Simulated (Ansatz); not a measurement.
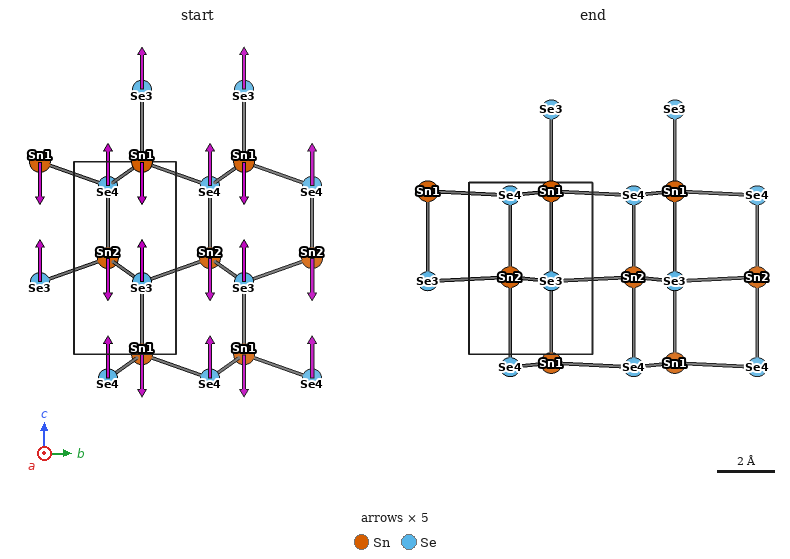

The structure of a crystal of SnSe (built on the wurtzite type) before (left) and after (right) a relaxation, at one scale. The purple arrows give the displacements (the part carried along by the change of the cell is left out), magnified 5 times.

Style: ball-and-stick. Shown: the cell of the calculation, repeated 1 × 2 × 1 with one cell outlined, along the a axis.

Theory: DFT, PBEsol, plane waves, PAW (Ansatz 0.2.0).

Input file:
```yaml
crystal:
  lattice:
    - [4.1427403523, 0.0, 0.0]
    - [-2.0713701762, 3.5877183864, 0.0]
    - [0.0, 0.0, 6.7650949953]
  atoms:
    - { symbol: Sn, position: [0.3333333333, 0.6666666667, 0.0] }
    - { symbol: Sn, position: [0.6666666667, 0.3333333333, 0.5] }
    - { symbol: Se, position: [0.3333333333, 0.6666666667, 0.375] }
    - { symbol: Se, position: [0.6666666667, 0.3333333333, 0.875] }
kpoints:
  mp_grid: { grid: [6, 6, 4] }
hamiltonian:
  xc: pbesol
scf:
  occupations: { method: fermi_dirac, width: 0.03 }
relax:
  f_tol: 0.01
  cell: {}
  max_steps: 120
```

Run as
```bash
ansatz run input.yaml --threads 2 --pin off --max-ram 20275MiB --backend cpu --events-out ev --progress --plain --runs-dir out
```

Question: What changed between the two?

Answer: The energy falls by 3.163 eV per cell of the calculation in 12 accepted moves (14 points after the start). The largest force component goes from 0.1 to 0.00062 eV/Å. The pressure goes from 26.29 to 0.02 GPa. The SCF was repeated twice at an unchanged geometry on a basis and grid sized afresh for the cell, which shifted the energy by 53.7 meV per cell of the calculation at most. The largest moves relative to the cell, 0.31 Å, are those of Sn1, Sn2, Se3 and Se4. Sn1 goes along −c. By element the largest moves are Sn 0.31 Å, Se 0.31 Å. The volume changes by +30.8 %, with a = b 4.143 → 5.015 Å (+21.0 %), c 6.765 → 6.039 Å (−10.7 %). Some distances before and after: Sn1–Se3 4.228 → 3.165 Å, Sn1–Se4 2.537 → 2.899 Å, Sn1–Se3 (another image) 2.537 → 2.875 Å. Among the angles between lasting bonds that change: Se3–Sn1–Se4 109.5° → 92.9°, Sn1–Se3–Sn2 109.5° → 92.9°, Se4–Sn1–Se4 109.5° → 119.8°. The space group stays P6_3mc (No. 186). The run took 34 s on 2 threads of AMD EPYC 7R13 Processor (Zen 3), with other jobs on the host, peak memory 0.63 GiB.
